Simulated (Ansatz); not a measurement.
AlCo: geometry relaxation

- system: AlCo (Fm-3m, 2 atoms in the cell)
- method: DFT, PBE, PAW with Ansatz's default frozen-core files, scalar-relativistic, no spin polarisation (Ansatz 0.2.0)

The structure was built on a prototype by a generator; it need not be a known phase. It belongs to a series of runs on one base structure; here: cell relaxed at zero pressure.

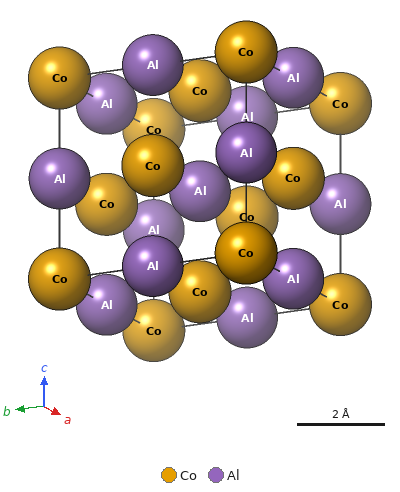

*The structure as given in the input (spheres-only view of the cell 4 times as large as that of the calculation, set on its symmetry axes, seen at an oblique angle).*

Key numbers

```csv
quantity,value
outcome,converged
space group (tolerance 0.01 Å),Fm-3m (225)
electrons treated,20
free energy,−5663.1802 eV
Fermi energy,11.561 eV
pressure,0.03 GPa
final volume,27.47 Å³
largest force (length of the vector) at the end,under 0.001 eV/Å
final cell,"a = 3.387 Å, b = 3.387 Å, c = 3.387 Å, α = 60.00°, β = 60.00°, γ = 60.00°"
hardware,"1 thread of Arm Neoverse V2, 24 GiB of memory available, shared host"
wall time,6.4 s
peak memory,0.33 GiB
```

Notes

The run has no spin polarisation, so a magnetic state may lie lower.

Input
```yaml
crystal:
  lattice:
    - [0.0, 2.4137972614, 2.4137972614]
    - [2.4137972614, 0.0, 2.4137972614]
    - [2.4137972614, 2.4137972614, 0.0]
  atoms:
    - { symbol: Co, position: [0.0, 0.0, 0.0] }
    - { symbol: Al, position: [0.5, 0.5, 0.5] }
kpoints:
  mp_grid: { grid: [14, 14, 14] }
scf:
  occupations: { method: fermi_dirac, width: 0.08 }
hamiltonian:
  xc: pbe
  pseudopotentials: { kind: paw }
output:
  forces: true
  stress: true
relax:
  f_tol: 0.005
  max_steps: 40
  cell: {}
```

Command:
```bash
ansatz run input.yaml --threads 1 --pin off --max-ram 3584MiB --backend cpu --events-out ev --progress --plain --runs-dir out
```

What the program printed
```
Engine: ansatz 0.2.0, aarch64-unknown-linux-gnu
Pseudopotentials: kind: paw
Pseudopotential: Co, paw, valence charge 17, recommended cutoff 420 eV (normal), Co.paw.azcp
Pseudopotential: Al, paw, valence charge 3, recommended cutoff 420 eV (normal), Al.paw.azcp
Functional definition: PBE
  parameter kappa = 0.804
  parameter beta = 0.06672455060314922
  exchange = pbe_x(kappa = kappa, mu = beta*pi^2/3)
  correlation = pbe_c(beta = beta)
Crystal: 2 atoms, lattice volume = 28.128 Å³
Basis set: ecut = 420 eV, 537 PW (Γ), exchange–correlation on 48×48×48 points (8 copies of the dense FFT grid, shifted against one another)
Bands: 14, of which v1, the nominal top of the filled ones, is band 10 counted from 1 (9 counted from 0)
Symmetry: 48 space group operations
Space group: Fm-3m (ITA 225), of the structure as read, at distance tolerance 3.0e-5 Å
k-points: 104 of 2744
Non-local potential: Co, projectors of the file, l = 0: 3, l = 1: 2, l = 2: 3, l = 3: 1
Non-local potential: Al, projectors of the file, l = 0: 2, l = 1: 2, l = 2: 1
PAW form: soft (Blöchl's): semilocal exchange-correlation on the pseudo side does not see the compensation charge
PAW one-centre angular grid: Co, 590 points (default); XC on 64 Gauss nodes
PAW one-centre angular grid: Al, 110 points (default); XC on 64 Gauss nodes
Initial density: superposition of atomic densities (neutral atoms: chi_scale 0, normalization atom), corrected by the library's trained network
Initial wavefunctions: pseudopotential atomic-orbital guess
Functional: x = pbe(κ = 0.804, μ = 0.2195149727645171), c = pbe(β = 0.06672455060314922)
SCF iter   1: F=—  HF=-5663.174510 eV  |F-HF|=—  |Δ(HF+E_count)|=         —  Δρ=2.25e-3  dr2=7.56e-4  ethr=1.77e-3  ⟨swp⟩=4.5  Hψ=6851  notcnv=0
preconditioner: auto → none  [metal: Δε(μ)=0.017 eV  Ē_g=6.778 eV  σ=0.080 eV  W_gap=0.05  n_scr=8 (ndim 8)  ℏωp=24.3 eV  f_vac=0.000  D(μ)=1.71/eV (n_scr^D=14)  sad-step TF]
SCF iter   2: F=—  HF=-5663.174695 eV  |F-HF|=—  |Δ(HF+E_count)|=   1.85e-4  Δρ=1.06e-3  dr2=1.30e-4  ethr=3.78e-6  ⟨swp⟩=2.0  Hψ=3325  notcnv=0
SCF iter   3: F=—  HF=-5663.174762 eV  |F-HF|=—  |Δ(HF+E_count)|=   6.71e-5  Δρ=2.86e-4  dr2=1.18e-5  ethr=6.49e-7  ⟨swp⟩=2.0  Hψ=1622  notcnv=0
SCF iter   4: F=—  HF=-5663.174786 eV  |F-HF|=—  |Δ(HF+E_count)|=   2.40e-5  Δρ=3.04e-5  dr2=2.62e-7  ethr=5.88e-8  ⟨swp⟩=2.8  Hψ=2491  notcnv=0
iter 5 did not close the SCF: its close was put off for the readings that it lacked (scf_convergence_deferred on its scf_iter line)
SCF iter   5: F=-5663.174786 eV  HF=-5663.174786 eV  |F-HF|=3.51e-8  |Δ(HF+E_count)|=   2.76e-8  Δρ=1.80e-5  dr2=3.82e-8  ethr=1.31e-9  ⟨swp⟩=1.2  Hψ=1583  notcnv=0
SCF iter   6: F=-5663.174786 eV  HF=-5663.174786 eV  |F-HF|=4.48e-10  |Δ(HF+E_count)|=   5.48e-9  Δρ=2.43e-6  dr2=5.41e-10  ethr=1.91e-10  ⟨swp⟩=2.5  Hψ=4778  notcnv=0
SCF 1 converged in 6 iterations: F = -5663.174786 eV  dr2 = 5.41e-10
  greatest PAW one-centre occupation: 1.001 electrons in one spin orbital (limit 2), on the Co atom at site 0 (counted from 0), in its partial waves of l = 1
relax step   1: F+E_penalty+E_count = -5663.17478595 eV  Δ(F+E_penalty+E_count) = +0.000e0 eV  max|allowed force component| = 7.313e-31 eV/Å  Δτ_max = 0.0000 Å  P = -2.641 GPa  Ω = 28.128 Å³  (6 SCF iters, dr2 threshold 1.00e-7 eV, accepted)
Crystal: 2 atoms, lattice volume = 27.772 Å³
Initial density: handed on by an earlier stage of this run
Initial wavefunctions: those handed on with the density
iter 1 solved again at ethr=1.01e-6 eV; its pass at ethr=3.10e-3 eV (dr2=2.03e-4 eV) is discarded
SCF iter   1: F=—  HF=-5663.179307 eV  |F-HF|=—  |Δ(HF+E_count)|=         —  Δρ=8.85e-4  dr2=2.29e-4  ethr=1.01e-6  ⟨swp⟩=1.4  Hψ=8728  notcnv=0
preconditioner: auto → none  [metal: Δε(μ)=0.005 eV  Ē_g=6.850 eV  σ=0.080 eV  W_gap=0.02  n_scr=8 (ndim 8)  ℏωp=24.4 eV  f_vac=0.000  D(μ)=1.66/eV (n_scr^D=14)]
SCF iter   2: F=—  HF=-5663.179273 eV  |F-HF|=—  |Δ(HF+E_count)|=   3.42e-5  Δρ=4.88e-4  dr2=6.73e-5  ethr=1.01e-6  ⟨swp⟩=1.0  Hψ=1456  notcnv=0
SCF iter   3: F=—  HF=-5663.179274 eV  |F-HF|=—  |Δ(HF+E_count)|=   1.49e-6  Δρ=2.01e-5  dr2=2.29e-8  ethr=3.36e-7  ⟨swp⟩=1.1  Hψ=1498  notcnv=0
iter 4 did not close the SCF: its close was put off for the readings that it lacked (scf_convergence_deferred on its scf_iter line)
SCF iter   4: F=-5663.179274 eV  HF=-5663.179274 eV  |F-HF|=8.09e-9  |Δ(HF+E_count)|=   1.10e-7  Δρ=7.15e-6  dr2=8.57e-9  ethr=1.15e-10  ⟨swp⟩=3.0  Hψ=2741  notcnv=0
iter 5 did not close the SCF: its close was put off for the readings that it lacked (scf_convergence_deferred on its scf_iter line)
SCF iter   5: F=-5663.179274 eV  HF=-5663.179274 eV  |F-HF|=4.73e-11  |Δ(HF+E_count)|=  9.15e-10  Δρ=1.06e-6  dr2=1.37e-10  ethr=4.29e-11  ⟨swp⟩=2.2  Hψ=1842  notcnv=0
SCF iter   6: F=-5663.179274 eV  HF=-5663.179274 eV  |F-HF|=3.64e-12  |Δ(HF+E_count)|=  1.55e-11  Δρ=9.30e-8  dr2=1.05e-12  ethr=1.00e-12  ⟨swp⟩=1.0  Hψ=3883  notcnv=0
SCF 2 converged in 6 iterations: F = -5663.179274 eV  dr2 = 1.05e-12
relax step   2: F+E_penalty+E_count = -5663.17927434 eV  Δ(F+E_penalty+E_count) = -4.488e-3 eV  max|allowed force component| = 3.123e-31 eV/Å  Δτ_max = 0.0000 Å  P = -1.218 GPa  Ω = 27.772 Å³  energy of the carried Pulay correction = +1.894e-4 eV  (6 SCF iters, dr2 threshold 2.00e-7 eV, accepted)
Crystal: 2 atoms, lattice volume = 27.475 Å³
iter 1 solved again at ethr=8.37e-7 eV; its pass at ethr=3.10e-3 eV (dr2=1.67e-4 eV) is discarded
SCF iter   1: F=—  HF=-5663.180551 eV  |F-HF|=—  |Δ(HF+E_count)|=         —  Δρ=7.67e-4  dr2=1.67e-4  ethr=8.37e-7  ⟨swp⟩=1.9  Hψ=8715  notcnv=0
preconditioner: auto → none  [metal: Δε(μ)=0.005 eV  Ē_g=6.915 eV  σ=0.080 eV  W_gap=0.02  n_scr=8 (ndim 8)  ℏωp=24.5 eV  f_vac=0.000  D(μ)=1.62/eV (n_scr^D=14)]
SCF iter   2: F=—  HF=-5663.180542 eV  |F-HF|=—  |Δ(HF+E_count)|=   9.25e-6  Δρ=4.16e-4  dr2=4.80e-5  ethr=8.35e-7  ⟨swp⟩=1.0  Hψ=1456  notcnv=0
iter 3 did not close the SCF: its close was put off for the readings that it lacked (scf_convergence_deferred on its scf_iter line)
SCF iter   3: F=-5663.180532 eV  HF=-5663.180532 eV  |F-HF|=2.60e-8  |Δ(HF+E_count)|=   9.38e-6  Δρ=2.24e-5  dr2=3.66e-8  ethr=2.40e-7  ⟨swp⟩=1.1  Hψ=1491  notcnv=0
iter 4 did not close the SCF: its close was put off for the readings that it lacked (scf_convergence_deferred on its scf_iter line)
SCF iter   4: F=-5663.180532 eV  HF=-5663.180532 eV  |F-HF|=2.30e-8  |Δ(HF+E_count)|=   5.92e-8  Δρ=1.24e-5  dr2=2.27e-8  ethr=1.83e-10  ⟨swp⟩=2.3  Hψ=2610  notcnv=0
iter 5 did not close the SCF: its close was put off for the readings that it lacked (scf_convergence_deferred on its scf_iter line)
SCF iter   5: F=-5663.180532 eV  HF=-5663.180532 eV  |F-HF|=1.03e-10  |Δ(HF+E_count)|=   2.81e-9  Δρ=1.01e-6  dr2=1.59e-10  ethr=1.14e-10  ⟨swp⟩=2.4  Hψ=1936  notcnv=0
SCF iter   6: F=-5663.180532 eV  HF=-5663.180532 eV  |F-HF|=1.82e-12  |Δ(HF+E_count)|=  1.36e-11  Δρ=9.71e-8  dr2=6.49e-13  ethr=1.00e-12  ⟨swp⟩=1.0  Hψ=4348  notcnv=0
SCF 3 converged in 6 iterations: F = -5663.180532 eV  dr2 = 6.49e-13
relax step   3: F+E_penalty+E_count = -5663.18053226 eV  Δ(F+E_penalty+E_count) = -1.258e-3 eV  max|allowed force component| = 4.026e-31 eV/Å  Δτ_max = 0.0000 Å  P = +0.046 GPa  Ω = 27.475 Å³  energy of the carried Pulay correction = +3.496e-4 eV  (6 SCF iters, dr2 threshold 2.00e-7 eV, accepted)
Initial wavefunctions: pseudopotential atomic-orbital guess (no wavefunctions were taken with the density)
iter 1 solved again at ethr=7.55e-8 eV; its pass at ethr=3.10e-3 eV (dr2=1.51e-5 eV) is discarded
SCF iter   1: F=—  HF=-5663.180198 eV  |F-HF|=—  |Δ(HF+E_count)|=         —  Δρ=1.03e-4  dr2=3.79e-7  ethr=7.55e-8  ⟨swp⟩=3.1  Hψ=10968  notcnv=0
preconditioner: auto → none  [metal: Δε(μ)=0.004 eV  Ē_g=6.913 eV  σ=0.080 eV  W_gap=0.01  n_scr=8 (ndim 8)  ℏωp=24.5 eV  f_vac=0.000  D(μ)=1.62/eV (n_scr^D=14)]
SCF iter   2: F=—  HF=-5663.180215 eV  |F-HF|=—  |Δ(HF+E_count)|=   1.73e-5  Δρ=4.54e-5  dr2=6.07e-8  ethr=1.89e-9  ⟨swp⟩=1.4  Hψ=1725  notcnv=0
SCF iter   3: F=—  HF=-5663.180215 eV  |F-HF|=—  |Δ(HF+E_count)|=   2.85e-9  Δρ=4.69e-6  dr2=1.59e-9  ethr=3.03e-10  ⟨swp⟩=2.0  Hψ=1565  notcnv=0
iter 4 did not close the SCF: its close was put off for the readings that it lacked (scf_convergence_deferred on its scf_iter line)
SCF iter   4: F=-5663.180215 eV  HF=-5663.180215 eV  |F-HF|=9.09e-13  |Δ(HF+E_count)|=  1.55e-10  Δρ=3.05e-7  dr2=7.20e-12  ethr=7.95e-12  ⟨swp⟩=2.4  Hψ=2343  notcnv=0
iter 5 did not close the SCF: its close was put off for the readings that it lacked (scf_convergence_deferred on its scf_iter line)
SCF iter   5: F=-5663.180215 eV  HF=-5663.180215 eV  |F-HF|=2.73e-12  |Δ(HF+E_count)|=  4.55e-12  Δρ=5.15e-8  dr2=3.11e-13  ethr=1.00e-12  ⟨swp⟩=1.0  Hψ=1456  notcnv=0
iter 6 did not close the SCF: its close was put off for the readings that it lacked (scf_convergence_deferred on its scf_iter line)
SCF iter   6: F=-5663.180215 eV  HF=-5663.180215 eV  |F-HF|=9.09e-13  |Δ(HF+E_count)|=  9.09e-13  Δρ=4.42e-9  dr2=3.94e-15  ethr=1.00e-12  ⟨swp⟩=1.0  Hψ=1456  notcnv=0
iter 7 did not close the SCF: its close was put off for the readings that it lacked (scf_convergence_deferred on its scf_iter line)
SCF iter   7: F=-5663.180215 eV  HF=-5663.180215 eV  |F-HF|=1.82e-12  |Δ(HF+E_count)|=    0.00e0  Δρ=2.28e-9  dr2=8.70e-16  ethr=1.00e-12  ⟨swp⟩=1.0  Hψ=1456  notcnv=0
SCF iter   8: F=-5663.180215 eV  HF=-5663.180215 eV  |F-HF|=9.09e-13  |Δ(HF+E_count)|=    0.00e0  Δρ=3.27e-10  dr2=1.08e-17  ethr=1.00e-12  ⟨swp⟩=2.2  Hψ=4194  notcnv=0
SCF 4 converged in 8 iterations: F = -5663.180215 eV  dr2 = 1.08e-17
relax step   4: F+E_penalty+E_count = -5663.18021542 eV  Δ(F+E_penalty+E_count) = +3.168e-4 eV  max|allowed force component| = 2.958e-31 eV/Å  Δτ_max = 0.0000 Å  P = +0.034 GPa  Ω = 27.475 Å³  stress off target by 3.37e-2 GPa  SCF on the basis re-selected at this cell (its energy is not comparable with the rows above)  (8 SCF iters)
```

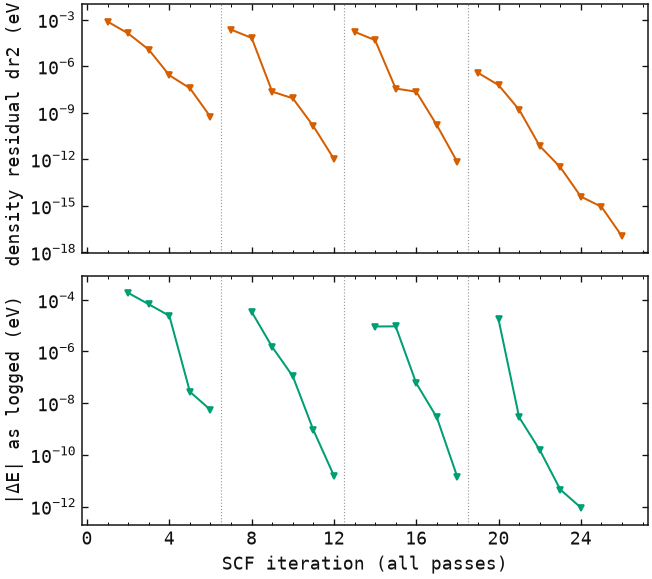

*Convergence of the self-consistent field: density residual dr2 and size of the energy change against the SCF iteration. The dotted lines part the SCF passes of the relaxation: geometry steps, rejected trials and re-solves on a re-selected basis.*

The passes take 6, 6, 6 and 8 iterations.

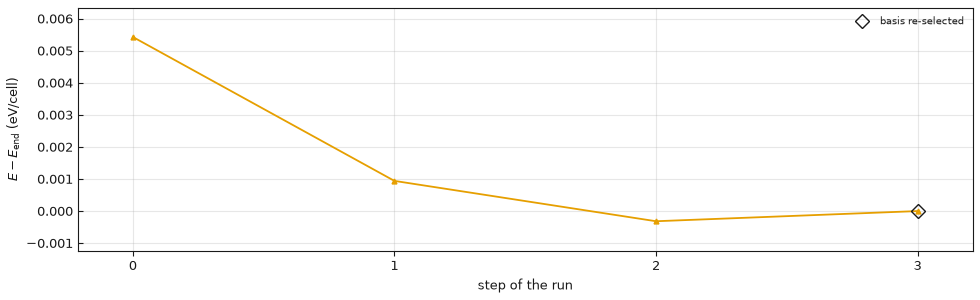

*Progress of the relaxation, step by step (the first geometry is step 0 here and step 1 in the log).*

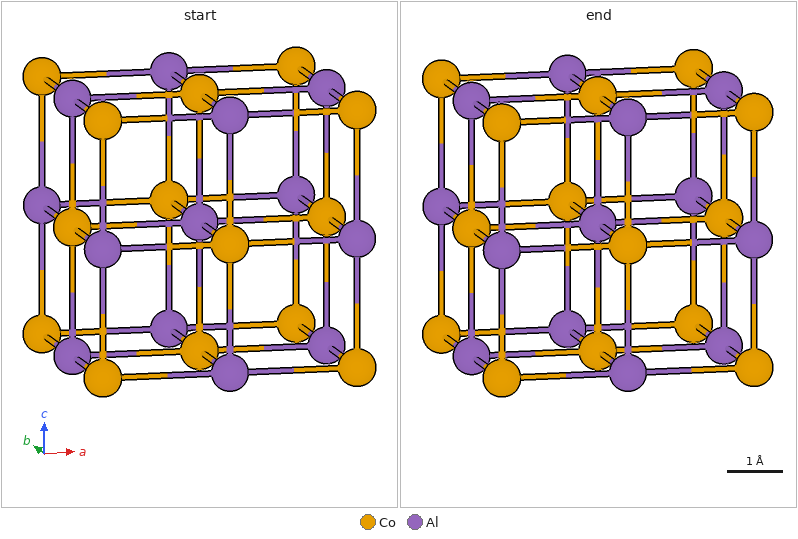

*Before (left) and after (right) the relaxation, at one scale (ball-and-stick view of the cell 4 times as large as that of the calculation, set on its symmetry axes, seen slightly off an axis).*

The energy falls by 5.7 meV per cell of the calculation in 2 geometry steps. All forces vanish by symmetry, so only the cell relaxes. The pressure goes from −2.64 to 0.03 GPa. The atoms keep their places relative to the cell (all moves are under 0.005 Å). The drawn cell changes as follows: a = b = c 4.828 → 4.790 Å (−0.8 %); the volume changes by −2.3 %. Among the contacts that change: Co1–Al2 2.414 → 2.395 Å. The space group stays Fm-3m (No. 225). A last SCF at the same geometry on a re-selected plane-wave basis shifts the energy by +0.3 meV per cell of the calculation. (Atoms are counted from 1 in the order of the input.)

```
basis re-selected at this cell: Δ(F+E_penalty+E_count) = +3.168e-4 eV, ΔP = -0.012 GPa vs the last step (what re-selecting the basis moved, of the pressure what is left beyond the Pulay correction that the steps carried, after the strain that the cell walked since its last selection, with what the two solves' SCF thresholds leave and, on support functions, any second-order correction that the steps lacked; it is no measure of the basis error at this ecutwfc). This SCF's stress stands 3.37e-2 GPa from its target on what of the cell is left free (relax.cell.stress_tol is 5.00e-2 GPa) and its largest allowed force component is 2.96e-31 eV/Å (relax.f_tol is 5.00e-3 eV/Å): within both
SCF converged after 8 iterations
Free energy (F): -5663.180215 eV
Harris-Foulkes:  -5663.180215 eV  (|F-HF|=9.09e-13)
Internal energy: -5663.144208 eV  (E = F + TS)
E sigma→0 (E₀):  -5663.162212 eV
Entropy (-TS):   -0.036008 eV (-18.004 meV/atom)
Fermi energy:    11.561448 eV
--- Per-component energies (eV) ---
  E_band       = -330.259983
  E_kinetic    = 480.900995
  E_local      = -3872.105672  (includes V_loc(G=0)·N_el)
  E_nonlocal   = 473.774335
  E_hartree    = 1663.065094
  E_xc         = -198.115647
  E_vxc        = -233.249685  (∫ρ·V_xc dr)
  E_paw        = -1989.910934  (= ΣΔE_a)
  E_vpaw       = -505.710222  (= ΣTr[D̂ρ^β])
  E_aug_tail   = 0.000079  (compensation charges beyond the density's cutoff)
  E_ewald      = -2220.752457
  E_smearing   = -0.036008  (= −TS)
  E_closure    = 0.000000  (closes the sum)
  Σ components = -5663.180215   (vs F -5663.180215, Δ=0.00e0)
--- Forces (eV/Å), atoms counted from 1 ---
  atom   1  Co    -0.00000000     0.00000000     0.00000000
  atom   2  Al     0.00000000    -0.00000000     0.00000000
  max |Σ_I F_I| component: 4.60e-31 eV/Å
--- Stress (GPa, compression-positive) ---
        0.033709      -0.000000       0.000000
       -0.000000       0.033709      -0.000000
        0.000000       0.000000       0.033709
  P = ⅓ Tr σ = 0.0337 GPa (0.337 kbar)
--- Relaxed structure (3 steps of the walk, 3 accepted, 1 SCFs on fresh bases) ---
  F+E_penalty+E_count = -5663.18021542 eV   max|allowed force component| = 2.958e-31 eV/Å   (the final SCF, on the basis selected at the relaxed cell)
  cell:  # Å, volume = 27.4749 Å³
    - [5.668601386596344e-34, 2.3949805772181607, 2.3949805772181607]
    - [2.3949805772181607, 3.1846075205597437e-34, 2.3949805772181607]
    - [2.3949805772181607, 2.3949805772181607, 2.4839938660366e-34]
  atoms:
    - { symbol: Co, position: [4.15564525133326e-37, -2.7920741532382908e-37, -4.610168950697246e-37] }
    - { symbol: Al, position: [0.5, 0.5, 0.5] }
```

Trajectory as extended XYZ (Å, eV, eV/Å), 4 frames, from step=1 to step=4
```
2
Lattice="0.0000 2.4138 2.4138 2.4138 0.0000 2.4138 2.4138 2.4138 0.0000" Properties=species:S:1:pos:R:3:forces:R:3 step=1 energy=-5663.17479 pressure_GPa=-2.64
Co    0.0000    0.0000    0.0000    0.0000   0.0000   0.0000
Al    2.4138    2.4138    2.4138    0.0000   0.0000   0.0000
2
Lattice="0.0000 2.4036 2.4036 2.4036 0.0000 2.4036 2.4036 2.4036 0.0000" Properties=species:S:1:pos:R:3:forces:R:3 step=2 energy=-5663.17927 pressure_GPa=-1.22
Co    0.0000    0.0000    0.0000    0.0000   0.0000   0.0000
Al    2.4036    2.4036    2.4036    0.0000   0.0000   0.0000
2
Lattice="0.0000 2.3950 2.3950 2.3950 0.0000 2.3950 2.3950 2.3950 0.0000" Properties=species:S:1:pos:R:3:forces:R:3 step=3 energy=-5663.18053 pressure_GPa=0.05
Co    0.0000    0.0000    0.0000    0.0000   0.0000   0.0000
Al    2.3950    2.3950    2.3950    0.0000   0.0000   0.0000
2
Lattice="0.0000 2.3950 2.3950 2.3950 0.0000 2.3950 2.3950 2.3950 0.0000" Properties=species:S:1:pos:R:3:forces:R:3 step=4 energy=-5663.18022 pressure_GPa=0.03
Co    0.0000    0.0000    0.0000    0.0000   0.0000   0.0000
Al    2.3950    2.3950    2.3950    0.0000   0.0000   0.0000
```
